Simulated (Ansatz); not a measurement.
System: Na.

The calculation's input:

```
crystal:
  lattice:
    - [3.4418290415, 0.0, 0.0]
    - [0.0, 3.4418290415, 0.0]
    - [0.0, 0.0, 3.4418290415]
  atoms:
    - { symbol: Na, position: [0.0, 0.0, 0.0] }
hamiltonian:
  xc: rpbe
  pseudopotentials:
    kind: paw
    azcp:
      Na: "pseudopotentials/Na.paw.azcp"
basis:
  ecutwfc: 420
  fft_grid_basis: typed
kpoints:
  mp_grid: { grid: [10, 10, 10], shift: [0, 0, 0] }
magnetization:
  spin_polarized: false
scf:
  occupations: { method: fermi_dirac, width: 0.1 }
  lower_state_search: "off"
output:
  stress: true
  write_density: true
  write_potential: true
  elf: true
  volumetric_format: npy
```

Below, planes, directions and counts refer to the conventional cell (a = 3.44 Å, b = 3.44 Å, c = 3.44 Å, α = 90.00°, β = 90.00°, γ = 90.00°).

Space group Pm-3m; set up as Na, simple cubic; a generated structure, not necessarily the stable one; changed on purpose from its base cell (volume × 0.96); computed without spin polarisation.

Computed with DFT, RPBE, plane waves (420 eV) with PAW, scalar-relativistic in Ansatz.

What will maps of the valence pseudo-density and electron localisation function show?

Na–Na (3.44 Å): the density is about 0.03 e/Å³ at the midpoint, with its minimum of 0.03 e/Å³ about 1.9 Å from Na; the ELF is about 0.30 at the midpoint (no localised pair shows between them).

Does the calculation give a band gap?

It is metallic or semimetallic at this level of theory: no gap opens.

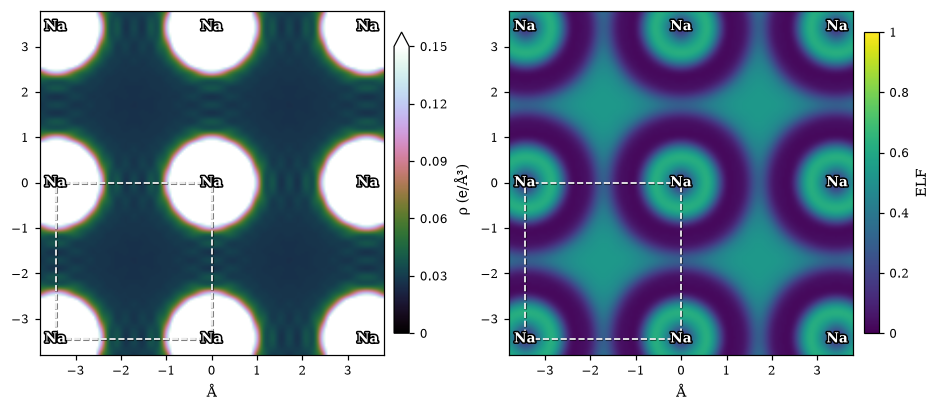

Computed valence pseudo-density and electron localisation function on the (010) plane of the conventional cell, in this order. 

The density is the valence pseudo-density of a PAW calculation; it isn't the true density close to the nuclei.
